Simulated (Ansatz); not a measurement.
Structure (in its standard cell), the input geometry of an electronic-structure calculation (not necessarily at equilibrium); the starting structure was generated, so it need not be a known form of this composition:

```xyz
4
Lattice="3.9813 0.0000 0.0000 0.0000 3.9813 0.0000 0.0000 0.0000 3.9813" Properties=species:S:1:pos:R:3 pbc="T T T"
W     0.0000    0.0000    0.0000
W     0.0000    1.9907    1.9907
W     1.9907    0.0000    1.9907
W     1.9907    1.9907    0.0000
```

Question: Predict the [001] zone-axis pattern (200 kV, kinematic, B = 1 Å²).

Answer: The spots form a square net with both shortest vectors at d = 1.99 Å, 90.0° apart. They are 2 0 0 and 0 2 0. The pattern has symmetry 4mm. The lattice centring (F) removes all reflections that break h + k = 2n, h + l = 2n.

Strongest reflections with d > 0.80 Å, one of each family (|F|² from tabulated Gaussian fits of the electron scattering factors, times a small damping for the curvature of the Ewald sphere):

```tsv
hkl	d (Å)	I (strongest = 100)
2 0 0	1.991	100
2 2 0	1.408	47
4 0 0	0.995	17
4 2 0	0.890	11
```

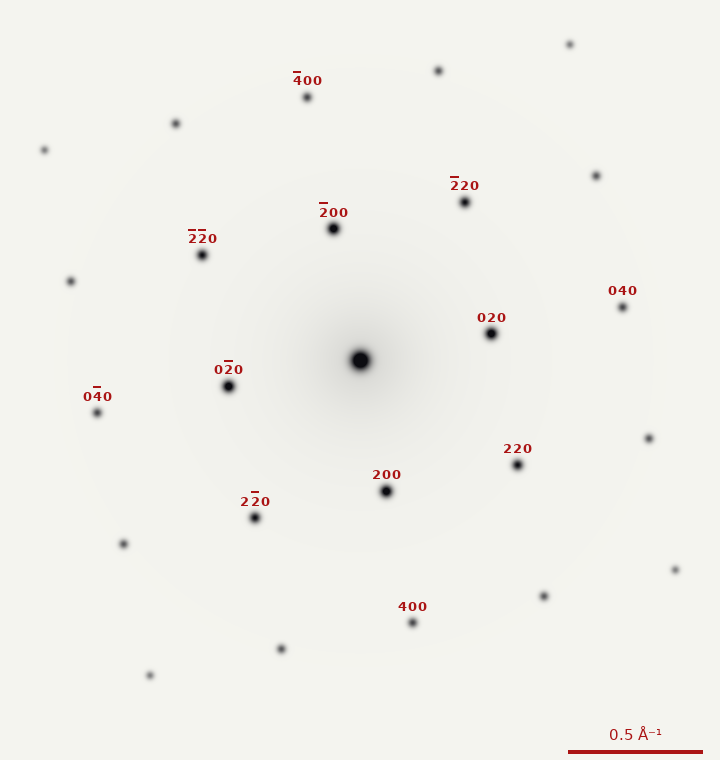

Calculated pattern, seen from the source side with [001] pointing towards the source.
